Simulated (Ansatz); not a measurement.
Consider Cs.

```
Cs
1.0
    11.34668    0.00000    0.00000
     0.00000   11.34668    0.00000
     0.00000    0.00000   11.34668
Cs
8
Direct
  0.75000 0.25000 0.25000
  0.25000 0.75000 0.25000
  0.25000 0.25000 0.75000
  0.75000 0.75000 0.75000
  0.50000 0.00000 0.00000
  0.00000 0.50000 0.00000
  0.00000 0.00000 0.50000
  0.50000 0.50000 0.50000
```

Space group Fd-3m; set up as Cs, diamond; a generated structure, not necessarily the stable one.

Theory: DFT, r2SCAN, plane waves (500 eV) with PAW, scalar-relativistic (Ansatz 0.2.0).

Question: What can the converged valence pseudo-density and electron localisation function tell about the bonding?

Answer: Cs–Cs (4.91 Å): ρ is about 0.01 e/Å³ halfway; the ELF is about 0.05 at the midpoint: no localised pair shows between them.

Question: Metal or insulator at this level of theory?

Answer: It is metallic or semimetallic at this level of theory: no gap opens.

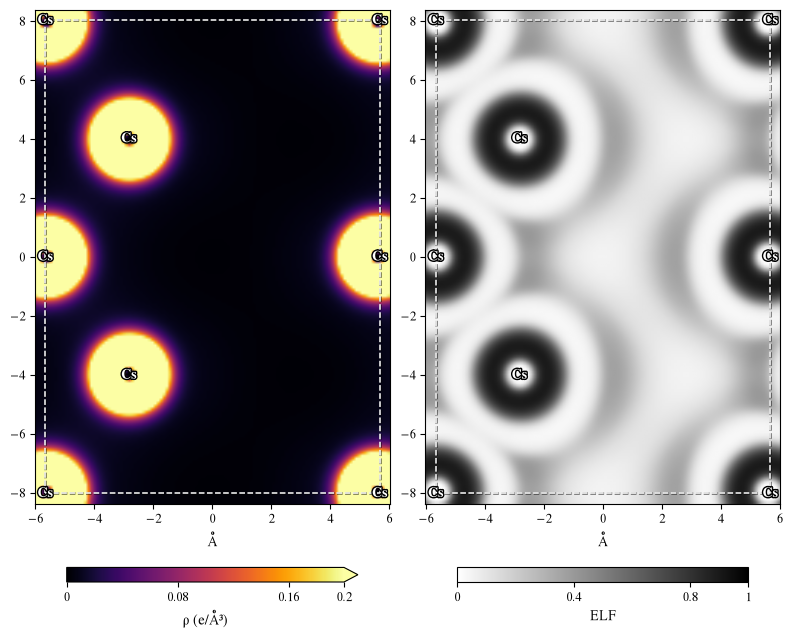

Computed valence pseudo-density and electron localisation function on the (110) plane of the conventional cell, in this order. 

Core electrons are frozen (PAW), and the valence fields are smoothed inside the atomic spheres.
